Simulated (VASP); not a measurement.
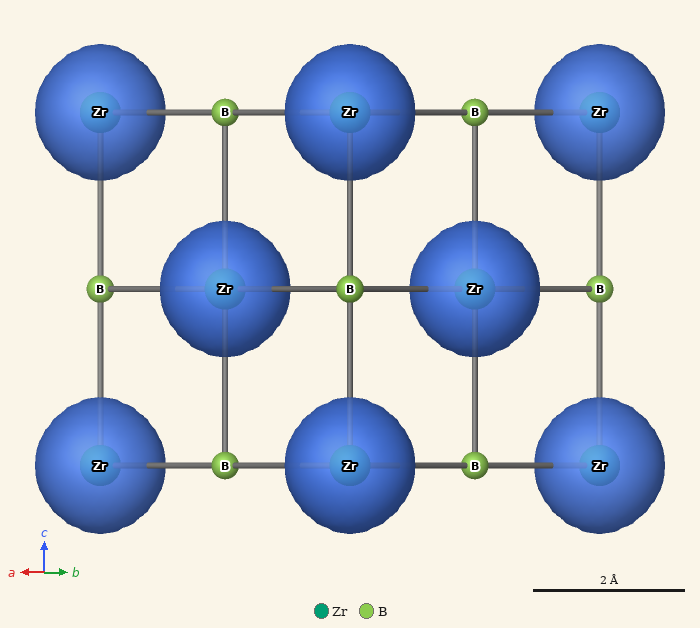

Figure. ZrB. Isosurface of the valence pseudo-density at 1 e/Å³ (blue), seen along [110]. Sticks mark near contacts.

Space group Fm-3m; a generated structure, not necessarily the stable one; computed pressure about 32 GPa in this cell.

The calculation used Kohn-Sham DFT of a periodic cell, r2SCAN, VASP PAW PBE potentials, recommended (VASP).

The density is the valence pseudo-density of a PAW calculation; it isn't the true density close to the nuclei.

**Which contacts does the surface bridge?**

At this value the density breaks into separate islands; it holds about 45 % of the electrons treated as valence. It bridges none of the near contacts. It is pinched off along the shortest Zr–B (2.34 Å) contacts. On the grid the lowest density along these lines, outside the cores, is 0.44 e/Å³ (Zr–B, 2.34 Å).
